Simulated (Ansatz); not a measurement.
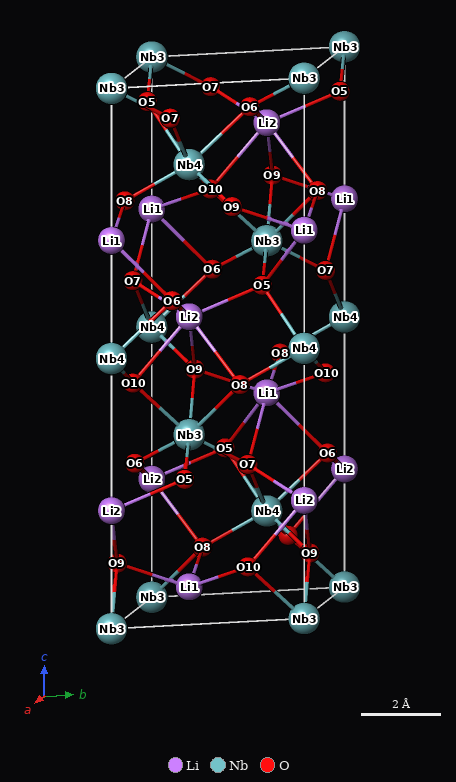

*The structure (ball-and-stick view of the cell 3 times as large as that of the calculation, set on its symmetry axes, seen slightly off an axis; atoms are numbered from 1 in the order of the input).*

Near neighbours in the crystal (not all of them lie inside the picture): Li has 6 O at 2.07 to 2.24 Å; Nb has 6 O at 1.88 to 2.13 Å; O has 2 Li at 2.07 to 2.24 Å and 2 Nb at 1.88 to 2.13 Å.

# Run report: LiNbO3, single-point calculation

System: LiNbO3 (10 atoms in the cell).
Method: DFT PBE, scalar-relativistic, plane waves, PAW, no spin polarisation (Ansatz 0.2.0).

The structure derives from an entry of the Crystallography Open Database. Figures and captions count atoms from 1; the log counts them from 0 in places.

**The input**
```yaml
crystal:
  lattice:
    - [2.5758, 1.4871388234, 4.623]
    - [-2.5758, 1.4871388234, 4.623]
    - [0.0, -2.9742776468, 4.623]
  atoms:
    - { symbol: Li, position: [0.2815, 0.2815, 0.2815] }
    - { symbol: Li, position: [0.7815, 0.7815, 0.7815] }
    - { symbol: Nb, position: [5.5e-05, 5.5e-05, 5.5e-05] }
    - { symbol: Nb, position: [0.500055, 0.500055, 0.500055] }
    - { symbol: O, position: [0.11231, 0.35836, 0.71959] }
    - { symbol: O, position: [0.71959, 0.11231, 0.35836] }
    - { symbol: O, position: [0.35836, 0.71959, 0.11231] }
    - { symbol: O, position: [0.21959, 0.85836, 0.61231] }
    - { symbol: O, position: [0.85836, 0.61231, 0.21959] }
    - { symbol: O, position: [0.61231, 0.21959, 0.85836] }
basis:
  ecutwfc: 420
kpoints:
  mp_grid: { grid: [6, 6, 6] }
hamiltonian:
  xc: pbe
scf:
  occupations: { method: gaussian, width: 0.1 }
output:
  forces: true
  stress: true
  eigenvalues: true
```

Hardware: 8 threads of Arm Neoverse V1, 24 GiB of memory available, shared host.

Command:
```bash
ansatz run input.yaml --threads 8 --pin off --max-ram 22528MiB --backend cpu --events-out ev --progress --plain --runs-dir out
```

**Log**
```
Engine: ansatz 0.2.0, aarch64-unknown-linux-gnu
Pseudopotentials: kind: paw
Pseudopotential: Li, paw, valence charge 3, recommended cutoff 420 eV (normal), Li.paw.azcp
Pseudopotential: Nb, paw, valence charge 13, recommended cutoff 420 eV (normal), Nb.paw.azcp
Pseudopotential: O, paw, valence charge 6, recommended cutoff 420 eV (normal), O.paw.azcp
Functional definition: PBE
  parameter kappa = 0.804
  parameter beta = 0.06672455060314922
  exchange = pbe_x(kappa = kappa, mu = beta*pi^2/3)
  correlation = pbe_c(beta = beta)
Crystal: 10 atoms, lattice volume = 106.252 Å³
Basis set: ecut = 420 eV, 2091 PW (Γ), exchange–correlation on 80×80×80 points (8 copies of the dense FFT grid, shifted against one another)
Bands: 44, of which v1, the nominal top of the filled ones, is band 34 counted from 1 (33 counted from 0)
Symmetry: 6 space group operations
Space group: R3c (ITA 161), of the structure as read, at distance tolerance 4.7e-5 Å
k-points: 32 of 216 (time reversal used)
Non-local potential: Li, projectors of the file, l = 0: 3, l = 1: 2, l = 2: 1
Non-local potential: Nb, projectors of the file, l = 0: 3, l = 1: 2, l = 2: 2, l = 3: 1
Non-local potential: O, projectors of the file, l = 0: 2, l = 1: 2, l = 2: 1
PAW form: soft (Blöchl's): semilocal exchange-correlation on the pseudo side does not see the compensation charge
PAW one-centre angular grid: Li, 110 points (default); XC on 64 Gauss nodes
PAW one-centre angular grid: Nb, 590 points (default); XC on 64 Gauss nodes
PAW one-centre angular grid: O, 110 points (default); XC on 64 Gauss nodes
Initial density: superposition of atomic densities (neutral atoms: chi_scale 0, normalization atom), corrected by the library's trained network
Initial wavefunctions: pseudopotential atomic-orbital guess
Functional: x = pbe(κ = 0.804, μ = 0.2195149727645171), c = pbe(β = 0.06672455060314922)
SCF iter   1: F=—  HF=-12929.441130 eV  |F-HF|=—  |Δ(HF+E_count)|=         —  Δρ=1.58e-3  dr2=9.34e-4  ethr=1.77e-3  ⟨swp⟩=6.2  Hψ=5859  notcnv=0
preconditioner: auto → Resta (q_TF=auto, 2.533 Å⁻¹)  ε∞=5.5  [insulator: Δε(μ)=3.601 eV  Ē_g=11.714 eV  σ=0.100 eV  W_gap=1.00  n_scr=26 (ndim 8)  ℏωp=25.0 eV  f_vac=0.019  D(μ)=0.00/eV (n_scr^D=0)  ε∞_Penn≈5.5]
SCF iter   2: F=—  HF=-12929.442632 eV  |F-HF|=—  |Δ(HF+E_count)|=   1.50e-3  Δρ=8.67e-4  dr2=2.73e-4  ethr=1.37e-6  ⟨swp⟩=2.0  Hψ=2525  notcnv=0
SCF iter   3: F=—  HF=-12929.443231 eV  |F-HF|=—  |Δ(HF+E_count)|=   5.99e-4  Δρ=3.93e-4  dr2=8.88e-5  ethr=4.02e-7  ⟨swp⟩=2.0  Hψ=1873  notcnv=0
automatic band count: iteration 3 solves 43 bands in place of 44: the levels show a gap, and the empty bands left out lie too high to hold charge; the band table lists the bands solved (type scf.n_extra_bands for more)
SCF iter   4: F=—  HF=-12929.443337 eV  |F-HF|=—  |Δ(HF+E_count)|=   1.06e-4  Δρ=6.83e-5  dr2=5.82e-6  ethr=1.31e-7  ⟨swp⟩=2.0  Hψ=1905  notcnv=0
SCF iter   5: F=—  HF=-12929.443342 eV  |F-HF|=—  |Δ(HF+E_count)|=   4.33e-6  Δρ=2.39e-5  dr2=8.18e-7  ethr=8.56e-9  ⟨swp⟩=2.2  Hψ=1991  notcnv=0
SCF iter   6: F=-12929.443342 eV  HF=-12929.443342 eV  |F-HF|=6.02e-8  |Δ(HF+E_count)|=   8.08e-7  Δρ=8.65e-6  dr2=9.30e-8  ethr=1.47e-10  ⟨swp⟩=6.8  Hψ=5993  notcnv=0
SCF 1 converged in 6 iterations: F = -12929.443342 eV  dr2 = 9.30e-8
  greatest PAW one-centre occupation: 1.000 electrons in one spin orbital (limit 2), on the Li atom at site 1 (counted from 0), in its partial waves of l = 0
```

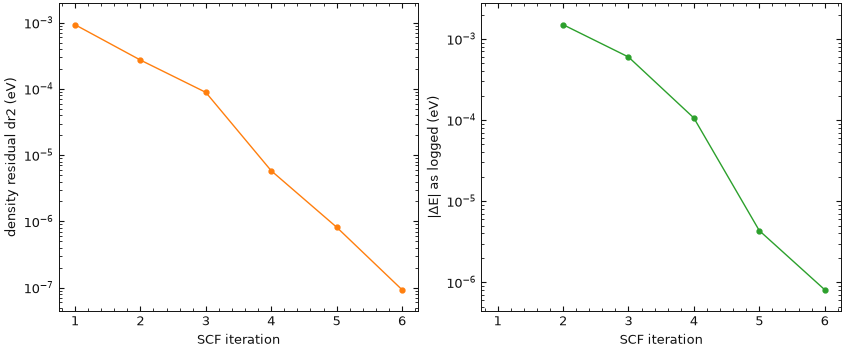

*Convergence of the self-consistent field: density residual dr2 and size of the energy change against the SCF iteration.*

The residual falls at every step.

```
SCF converged after 6 iterations
Free energy (F): -12929.443342 eV
Harris-Foulkes:  -12929.443342 eV  (|F-HF|=6.02e-8)
Internal energy: -12929.443342 eV  (E = F + TS)
E sigma→0 (E₀):  -12929.443342 eV
Fermi energy:    9.063329 eV
--- Per-component energies (eV) ---
  E_band       = -522.710728
  E_kinetic    = 1888.345406
  E_local      = -4295.002333  (includes V_loc(G=0)·N_el)
  E_nonlocal   = 450.284331
  E_hartree    = 1453.598414
  E_xc         = -818.445287
  E_vxc        = -1022.313236  (∫ρ·V_xc dr)
  E_paw        = -7134.324305  (= ΣΔE_a)
  E_vpaw       = -451.233504  (= ΣTr[D̂ρ^β])
  E_aug_tail   = 0.014761  (compensation charges beyond the density's cutoff)
  E_ewald      = -4473.914330
  E_smearing   = -0.000000  (= −TS)
  E_closure    = -0.000000  (closes the sum)
  Σ components = -12929.443342   (vs F -12929.443342, Δ=0.00e0)
--- Forces (eV/Å), atoms counted from 1 ---
  atom   1  Li     0.00000000    -0.00000000     0.00481058
  atom   2  Li     0.00000000    -0.00000000     0.00481058
  atom   3  Nb     0.00000000     0.00000000    -0.08728501
  atom   4  Nb    -0.00000000    -0.00000000    -0.08728501
  atom   5  O     -0.18833861     0.07344062     0.02751522
  atom   6  O      0.03056787    -0.19982633     0.02751522
  atom   7  O      0.15777075     0.12638572     0.02751522
  atom   8  O     -0.15777075     0.12638572     0.02751522
  atom   9  O      0.18833861     0.07344062     0.02751522
  atom  10  O     -0.03056787    -0.19982633     0.02751522
  max |Σ_I F_I| component: 1.42e-4 eV/Å
--- Stress (GPa, compression-positive) ---
        4.711245       0.000000       0.000000
        0.000000       4.711245       0.000000
        0.000000       0.000000       4.483294
  P = ⅓ Tr σ = 4.6353 GPa (46.353 kbar)
--- Band table (eV; the first three rows and the last of 32) ---
  k-point 0: bands = ["-46.8466", "-46.8315", "-35.3449", "-35.3423", "-23.1809", "-23.1809", "-23.0990", "-23.0205", "-23.0205", "-22.9103", "-9.6999", "-9.0316", "-9.0316", "-8.1279", "-7.9116", "-7.9116", "2.8401", "2.8401", "3.0365", "3.0980", "3.0980", "4.0034", "5.1553", "5.2432", "5.2432", "6.0420", "6.3691", "6.3691", "6.5625", "6.5643", "6.5643", "6.7834", "7.2529", "7.2529", "10.8730", "10.8730", "11.3421", "12.4544", "12.4544", "12.6253", "14.5521", "14.9812", "14.9812"]
  k-point 1: bands = ["-46.8455", "-46.8325", "-35.3447", "-35.3424", "-23.1721", "-23.1707", "-23.0861", "-23.0329", "-23.0318", "-22.9228", "-9.5909", "-8.9708", "-8.9689", "-8.2026", "-8.0194", "-7.9990", "2.7643", "2.8628", "3.1833", "3.3578", "3.3814", "4.0757", "4.8326", "4.9611", "5.0375", "6.0101", "6.1317", "6.4177", "6.4388", "6.7467", "6.7523", "6.8378", "7.1206", "7.1740", "10.9214", "10.9308", "11.3382", "12.3639", "12.5949", "12.6022", "14.8785", "14.9481", "15.0878"]
  k-point 2: bands = ["-46.8427", "-46.8352", "-35.3443", "-35.3430", "-23.1462", "-23.1425", "-23.0656", "-23.0624", "-23.0512", "-22.9572", "-9.2908", "-8.8076", "-8.7958", "-8.4345", "-8.2741", "-8.2232", "2.8961", "3.0692", "3.4465", "3.8527", "3.9146", "4.1575", "4.1795", "4.5529", "4.7961", "5.4489", "5.8190", "6.1445", "6.6816", "6.7496", "6.7809", "6.9205", "7.0375", "7.1746", "10.9558", "11.1822", "11.6773", "11.9957", "12.4976", "12.5283", "15.1259", "15.4713", "15.6650"]
  k-point 31: bands = ["-46.8390", "-46.8390", "-35.3436", "-35.3436", "-23.1022", "-23.1022", "-23.1022", "-23.1022", "-23.0079", "-23.0079", "-8.9556", "-8.9556", "-8.5009", "-8.5009", "-8.5009", "-8.5009", "3.7839", "3.7839", "3.7839", "3.7839", "3.9842", "3.9842", "4.6012", "4.6012", "4.6012", "4.6012", "5.0215", "5.0215", "6.6522", "6.6522", "6.9415", "6.9415", "6.9415", "6.9415", "11.9261", "11.9261", "12.1249", "12.1249", "12.1249", "12.1249", "15.9509", "15.9509", "15.9509"]
```

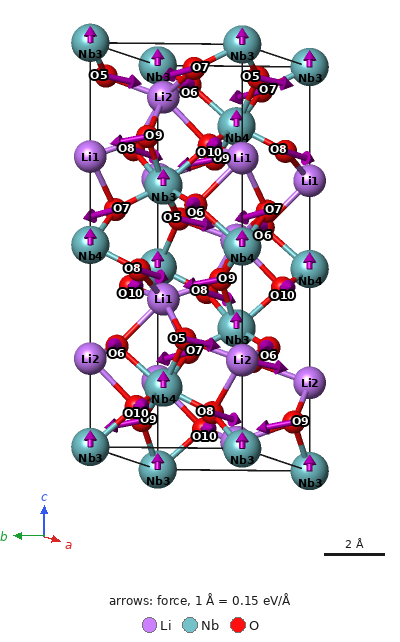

*Forces on the atoms as pink arrows (ball-and-stick view of the cell 3 times as large as that of the calculation, set on its symmetry axes, seen at an oblique angle; atoms are numbered from 1 in the order of the input); the smallest are left out.*

The largest act on all 6 O atoms (0.20 eV/Å); Nb3, Nb4 (0.09 eV/Å). The geometry is not a stationary point of this energy.

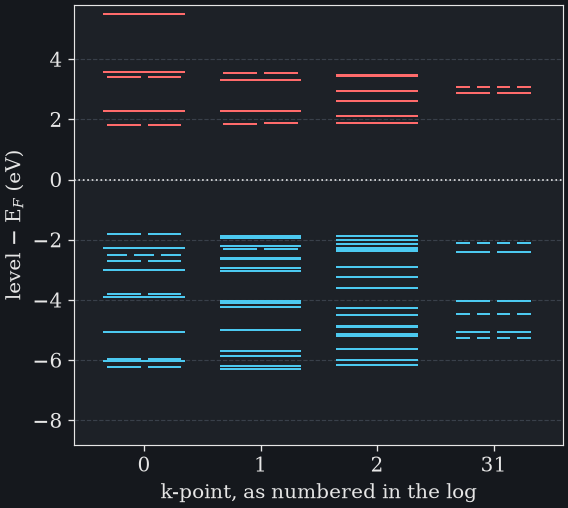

*Kohn–Sham levels near the Fermi level (dotted) at the few k-points that the log prints; levels within 0.02 eV of each other stand side by side.*

Among these points the highest filled and lowest empty levels are 3.62 eV apart, which is the gap on the mesh.

**Results in brief**

```csv
quantity,value
outcome,converged
space group (tolerance 0.01 Å),R3c (161)
electrons treated,68
free energy,−12929.4433 eV
Fermi energy,9.063 eV
gap on the k-point mesh,3.61 eV
pressure,4.64 GPa
largest force (length of the vector),0.204 eV/Å
wall time,2.1 s (CPU time 15 s)
peak memory,0.53 GiB
```
